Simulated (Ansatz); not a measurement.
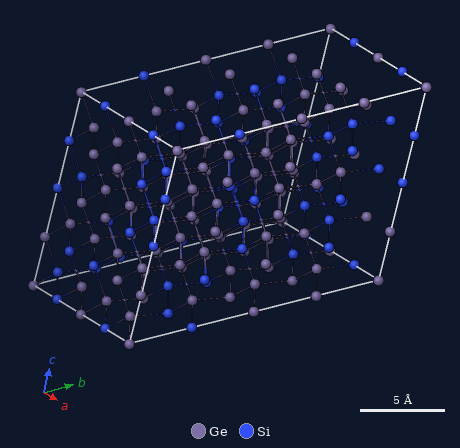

A crystal of Ge88Si40 (a generated structure, set up in P1), before the relaxation. Style: ball-and-stick. Shown: the cell of the calculation, slightly off an axis.

Theory: Ansatz 0.2.0, DFT, PBEsol, PAW, plane waves.

Set-up: plane-wave cutoff 420 eV; k-point mesh 1 × 1 × 1; mesh shifted by (0.5, 0.5, 0.5); no spin polarisation; cell relaxed at fixed shape; force threshold 0.03 eV/Å; at most 80 steps.

```
CELL_PARAMETERS angstrom
0.00000 11.20065 11.20065
11.20065 0.00000 11.20065
11.20065 11.20065 0.00000
ATOMIC_POSITIONS crystal
Ge 0.00156 0.99935 0.99765
Ge 0.50094 0.99794 0.99930
Ge 0.00035 0.49864 0.00084
Ge 0.25060 0.24683 0.25181
Ge 0.49980 0.00012 0.49820
Ge 0.74978 0.25102 0.24874
Ge 0.99889 0.50060 0.50045
Ge 0.25174 0.74769 0.25043
Ge 0.25138 0.25064 0.75048
Ge 0.75331 0.74917 0.24868
Ge 0.74966 0.24672 0.75431
Ge 0.56010 0.06542 0.06422
Ge 0.31225 0.31145 0.31414
Ge 0.56293 0.56203 0.05956
Ge 0.56312 0.06168 0.56015
Ge 0.81213 0.31184 0.31403
Ge 0.06417 0.56206 0.56164
Ge 0.31360 0.81283 0.30784
Ge 0.56114 0.56324 0.56350
Ge 0.81041 0.31365 0.81396
Ge 0.31273 0.81236 0.81353
Ge 0.99861 0.99821 0.25018
Ge 0.25161 0.25335 0.99679
Ge 0.00166 0.49859 0.24789
Ge 0.24839 0.74993 0.00241
Ge 0.25232 0.24668 0.50066
Ge 0.50102 0.50091 0.24749
Ge 0.74977 0.74973 0.00225
Ge 0.49863 0.99913 0.75375
Ge 0.75129 0.24900 0.50178
Ge 0.00036 0.50013 0.74953
Ge 0.25080 0.75026 0.49887
Ge 0.50007 0.50128 0.74772
Ge 0.74990 0.75089 0.50243
Ge 0.06303 0.06281 0.31457
Ge 0.31264 0.31367 0.06260
Ge 0.56258 0.06084 0.31376
Ge 0.81080 0.31266 0.06333
Ge 0.06208 0.56029 0.31278
Ge 0.31112 0.81129 0.06203
Ge 0.06044 0.06277 0.81093
Ge 0.31481 0.30937 0.56300
Ge 0.81429 0.81072 0.06263
Ge 0.56302 0.06116 0.81155
Ge 0.81232 0.31496 0.56345
Ge 0.31209 0.81022 0.56584
Ge 0.56126 0.56301 0.81423
Ge 0.81183 0.81215 0.56185
Ge 0.50121 0.24773 0.00016
Ge 0.75102 0.99929 0.25173
Ge 0.00195 0.74867 0.99983
Ge 0.00293 0.24724 0.49867
Ge 0.24995 0.50182 0.24715
Ge 0.50245 0.75069 0.99804
Ge 0.24985 0.00116 0.75198
Ge 0.50032 0.24824 0.50182
Ge 0.50072 0.75236 0.49867
Ge 0.75028 0.50029 0.74807
Ge 0.31494 0.06400 0.31206
Ge 0.81227 0.06290 0.31199
Ge 0.06276 0.81362 0.06251
Ge 0.31290 0.06013 0.81273
Ge 0.56095 0.31254 0.56265
Ge 0.81227 0.56080 0.31333
Ge 0.06308 0.81028 0.56159
Ge 0.31173 0.56529 0.81334
Ge 0.81204 0.56285 0.81299
Ge 0.24960 0.49910 0.00171
Ge 0.24865 0.00098 0.50053
Ge 0.50243 0.24959 0.24960
Ge 0.74900 0.50062 0.99893
Ge 0.99648 0.25035 0.75157
Ge 0.25028 0.50065 0.50126
Ge 0.50055 0.74909 0.25264
Ge 0.50095 0.25054 0.74932
Ge 0.50355 0.75001 0.74829
Ge 0.31176 0.06109 0.06513
Ge 0.81121 0.06297 0.06229
Ge 0.06258 0.31284 0.31151
Ge 0.31219 0.55873 0.06388
Ge 0.31027 0.06140 0.56510
Ge 0.56298 0.31202 0.31238
Ge 0.81112 0.56361 0.06425
Ge 0.06189 0.81426 0.31264
Ge 0.06249 0.31262 0.81400
Ge 0.56382 0.31294 0.81239
Ge 0.81254 0.56512 0.56045
Ge 0.56193 0.81363 0.81410
Si 0.99709 0.00063 0.50282
Si 0.49918 0.50210 0.99969
Si 0.50314 0.49917 0.49801
Si 0.25079 0.75196 0.74747
Si 0.74872 0.75081 0.75074
Si 0.06152 0.06055 0.06501
Si 0.06205 0.55972 0.06439
Si 0.06703 0.06022 0.55987
Si 0.31270 0.31132 0.81337
Si 0.81135 0.81434 0.31313
Si 0.81334 0.81108 0.81254
Si 0.49888 0.00055 0.25134
Si 0.75071 0.25165 0.99760
Si 0.00240 0.99829 0.74822
Si 0.56222 0.56497 0.31341
Si 0.06114 0.56382 0.81407
Si 0.99917 0.25024 0.00029
Si 0.25047 0.99936 0.25062
Si 0.74962 0.50050 0.25063
Si 0.75179 0.00021 0.74928
Si 0.00015 0.75013 0.49990
Si 0.24996 0.49927 0.75056
Si 0.06375 0.31071 0.06261
Si 0.56167 0.31149 0.06270
Si 0.06871 0.30940 0.56167
Si 0.31469 0.56203 0.31137
Si 0.56381 0.81262 0.06283
Si 0.81254 0.06284 0.81243
Si 0.56255 0.81184 0.56405
Si 0.24702 0.99972 0.00106
Si 0.74976 0.99849 0.00295
Si 0.00105 0.25330 0.24649
Si 0.74883 0.00256 0.49824
Si 0.99879 0.75247 0.24991
Si 0.74816 0.50224 0.49948
Si 0.99787 0.75060 0.74980
Si 0.81390 0.06185 0.56049
Si 0.31165 0.56080 0.56336
Si 0.56259 0.81114 0.31358
Si 0.06160 0.81463 0.81192
```

> Predict the outcome.

Over 4 geometry steps the energy falls by 1.791 eV per cell of the calculation. Largest force component: 1 eV/Å at the start, 0.017 eV/Å at the end. The pressure goes from −0.30 to −0.01 GPa. Si96 moves most relative to the cell: 0.11 Å along [−3 0 2]. Largest moves by element: Si 0.11 Å, Ge 0.09 Å. The drawn cell changes as follows: a = b = c 15.840 → 15.810 Å (−0.2 %); the volume changes by −0.6 %. Near-neighbour distances that change, for instance: Ge34–Ge48 2.362 → 2.469 Å, Si90–Si112 2.465 → 2.359 Å, Si91–Si126 2.477 → 2.372 Å, Si100–Si127 2.450 → 2.346 Å. Among the angles between lasting bonds that change: Ge44–Ge75–Si97 108.5° → 112.6°, Si101–Ge38–Si105 108.8° → 112.7°, Si107–Ge16–Si120 107.9° → 111.8°. The space group stays P1 (No. 1). The run took 14 s on 1 × NVIDIA GB300 Max-Q with 8 threads of Arm Neoverse-V2, peak memory 2.9 GiB.

The end point in the same view:

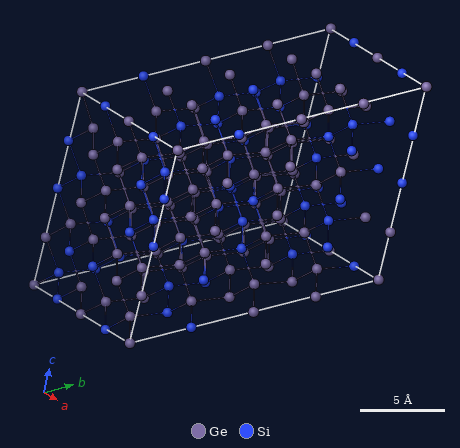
